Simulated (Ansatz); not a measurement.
# Calculations on SnSe₂

## 1. A change

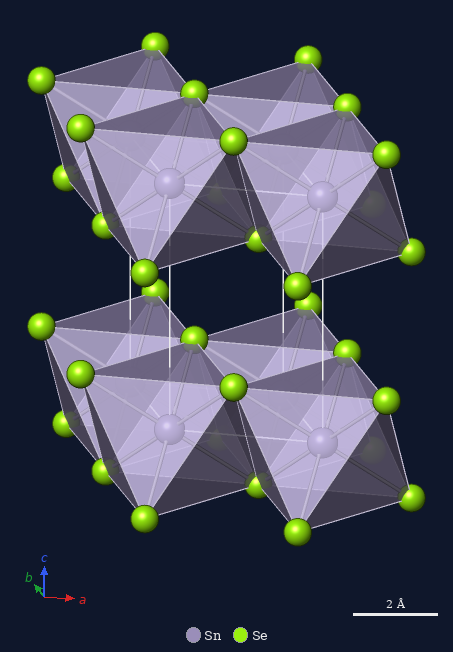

This is solid SnSe2 (built on the measured structure type). Style: polyhedral. Shown: the cell of the calculation, from a free direction.

Level of theory: Ansatz 0.2.0, DFT, PBE, plane waves, PAW. Settings: plane-wave cutoff 420 eV; k-point mesh 12 × 12 × 4; occupations fermi dirac; smearing width 0.02 eV; no spin polarisation.

The variant: The cell is strained by −5.6 % along c and none across it (volume −5.6 %) and the Se atoms are displaced by 0.08 Å relative to the cell: Se2 0.08 Å along +c. No relaxation follows.

Input
```yaml
crystal:
  lattice:
    - [3.825163835, 0.0, 0.0]
    - [-1.9125819175, 3.3126890547, 0.0]
    - [0.0, 0.0, 5.8758502116]
  atoms:
    - { symbol: Sn, position: [0.0, 0.0, 0.0] }
    - { symbol: Se, position: [0.3333333333, 0.6666666667, 0.2660809165] }
    - { symbol: Se, position: [0.6666666667, 0.3333333333, 0.7339190835] }
kpoints:
  mp_grid: { grid: [12, 12, 4] }
  band_path:
    path:
      - [0.0, 0.0, 0.0]
      - [0.5, 0.0, 0.0]
      - [0.3333333333, 0.3333333333, 0.0]
      - [0.0, 0.0, 0.5]
      - [0.5, 0.0, 0.5]
      - [0.3333333333, 0.3333333333, 0.5]
      - [-0.067708, 0.135417, 0.0]
      - [0.0, 0.427083, 0.333333]
    npoints: 1
hamiltonian:
  xc: pbe
scf:
  occupations: { method: fermi_dirac, width: 0.02 }
  n_extra_bands: 4
output:
  forces: true
  stress: true
  eigenvalues: true
  write_density: true
  write_potential: true
  elf: true
  volumetric_format: npy
```

Command:
```bash
ansatz run input.yaml --threads 4 --pin off --max-ram 4608MiB --backend cpu --events-out ev --progress --plain --runs-dir out
```

**What is the effect?**

The energy rises by 22.5 meV per atom. The pressure goes from 2.9 to 4.5 GPa. The principal stresses (compression positive) are 5.2 GPa along c and 4.1 GPa across it. The largest forces, 0.29 eV/Å, act on Se2 and Se3; on Se2 it points along +c. The forces point along the displacements, not back (a soft direction, or forces left over where the reference was relaxed at another level) (cosine 1.00). Among the bonded contacts that change: Se–Sn 2.713 → 2.706 Å. The space group stays P-3m1 (No. 164).

Drawn alike, the variant:

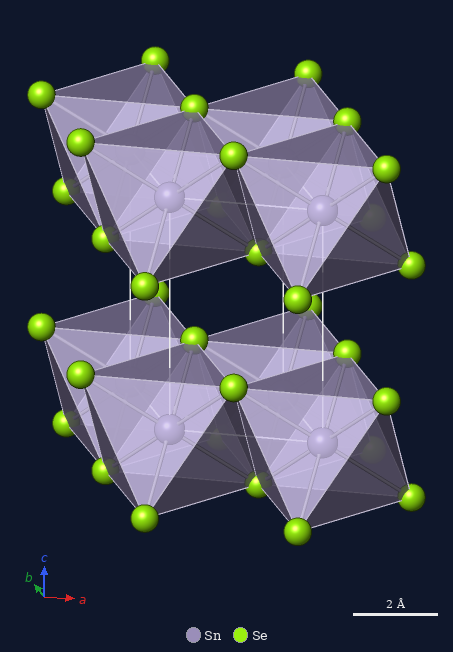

## 2. A change

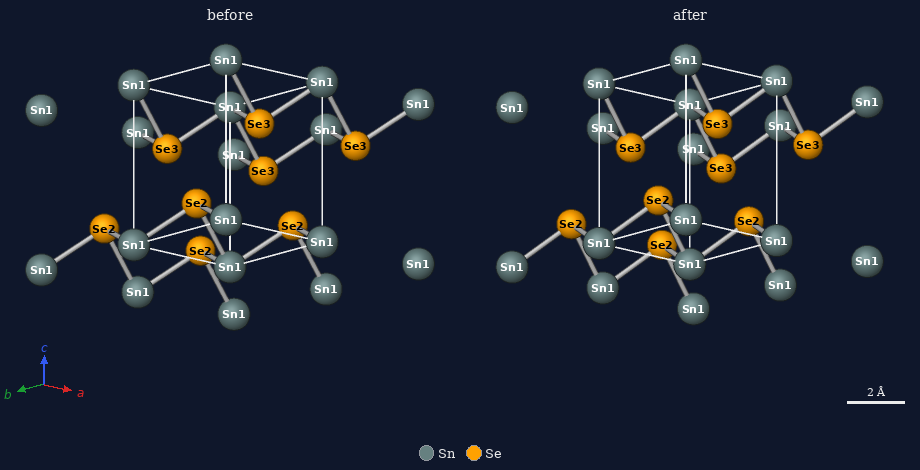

Left: crystalline SnSe$_{2}$ (built on the measured structure type). Right: the same structure after one change, at the same scale. A ball-and-stick model of the cell of the calculation, repeated 2 × 2 × 1 with one cell outlined, seen from a free direction.

Computed with DFT, HSE06, plane waves, PAW in Ansatz 0.2.0. Settings: plane-wave cutoff 420 eV; k-point mesh 6 × 6 × 4; occupations fixed; no spin polarisation.

Question: What was changed?

Answer: The cell is strained by 0.0 % along c and −5.7 % across it (volume −11.2 %) and the Se atoms are displaced by 0.06 Å relative to the cell: Se2 0.06 Å along +c. No relaxation follows.

Question: And its effect?

Answer: It costs 100 meV per atom. The pressure goes from 0.1 to 7.9 GPa. The principal stresses (compression positive) are 1.9 GPa along c and 10.9 GPa across it. The largest forces, 0.19 eV/Å, act on Se2 and Se3; on Se2 it points along −c. The forces point straight back along the displacements (cosine −1.00). Near-neighbour distances before and after: Se–Sn 2.713 → 2.649 Å. The space group stays P-3m1 (No. 164).

## 3. Distortion

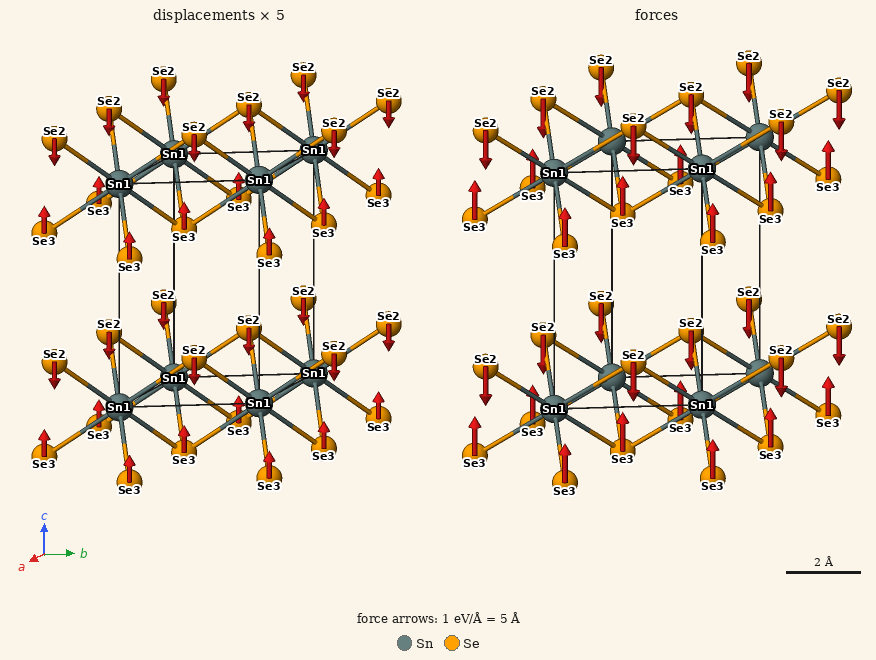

Left: crystalline SnSe2 (built on the measured structure type), with red arrows for the displacements applied to it (without the part that the change of the cell carries along). Right: the displaced structure with the computed forces. Besides, all lengths are scaled by +5.8 % (volume +18.3 %). The picture is a ball-and-stick view of the cell of the calculation, seen slightly off an axis.

Level of theory: Ansatz, DFT, HSE06, plane waves, PAW. Set-up: plane-wave cutoff 420 eV; k-point mesh 6 × 6 × 4; occupations fixed; no spin polarisation.

### How do the forces relate to the distortion?

The Se atoms are displaced by 0.15 Å relative to the cell: Se2 0.15 Å along −c. No relaxation follows. It costs 52.8 meV per atom. The pressure goes from 0.1 to −4.4 GPa. The principal stresses (compression positive) are −1.2 GPa along c and −6.0 GPa across it. The largest forces, 0.22 eV/Å, act on Se2 and Se3; on Se2 it points along −c. The forces point along the displacements, not back (a soft direction, or forces left over where the reference was relaxed at another level) (cosine 1.00). Among the bonded contacts that change: Se–Sn 2.713 → 2.782 Å. The space group stays P-3m1 (No. 164).
